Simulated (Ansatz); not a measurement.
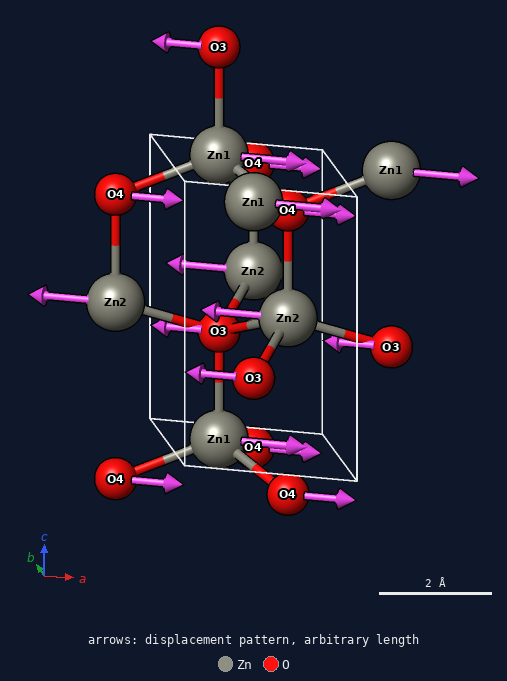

One vibrational mode of crystalline ZnO at the zone centre. The pink arrows are the displacements of the atoms (eigenvector over the root of the mass), of arbitrary overall length and sign. A ball-and-stick model of the cell of the calculation, seen slightly off an axis.

All numbers below come from DFT PBE, scalar-relativistic, plane waves, PAW in Ansatz.

Input file:
```yaml
crystal:
  lattice:
    - [3.279472445, 0.0, 0.0]
    - [-1.6397362225, 2.8401064484, 0.0]
    - [0.0, 0.0, 5.2937055726]
  atoms:
    - { symbol: Zn, position: [0.3333333333, 0.6666666667, 0.0015102272] }
    - { symbol: Zn, position: [0.6666666667, 0.3333333333, 0.5015102272] }
    - { symbol: O, position: [0.3333333333, 0.6666666667, 0.3805897628] }
    - { symbol: O, position: [0.6666666667, 0.3333333333, 0.8805897628] }
basis:
  ecutwfc: 420
kpoints:
  mp_grid: { grid: [12, 12, 6] }
hamiltonian:
  xc: pbe
scf:
  occupations: { method: fixed }
output:
  eigenvalues: true
phonons:
  method: dfpt
  dielectric: true
  rigid_motions: translations
  eigenvectors: true
  qmesh: [3, 3, 1]
  temperatures: { t_max: 1000, t_step: 100 }
  qpath:
    path:
      - [[0.0, 0.0, 0.0], [0.5, 0.0, 0.0], [0.33333333, 0.33333333, 0.0], [0.0, 0.0, 0.0], [0.0, 0.0, 0.5], [0.5, 0.0, 0.5], [0.33333333, 0.33333333, 0.5], [0.0, 0.0, 0.5]]
      - [[0.5, 0.0, 0.5], [0.5, 0.0, 0.0]]
      - [[0.33333333, 0.33333333, 0.5], [0.33333333, 0.33333333, 0.0]]
    npoints: 8
```

Command:
```bash
ansatz run input.yaml --threads 1 --pin off --max-ram 2560MiB --backend cpu --events-out ev --progress --plain --runs-dir out
```

Frequencies are those without the non-analytic (LO–TO) term.

Give the symmetry, activity and frequency of this mode.

This is the E₂ mode (doubly degenerate; one member of the set is drawn) at 91 cm⁻¹, the lowest optical level, Raman-active by symmetry. All motion is along a; atoms of one kind move against one another, with no net shift of any sublattice; it mainly bends the O–Zn bonds; the kinetic energy is shared as Zn 86 %, O 14 %.
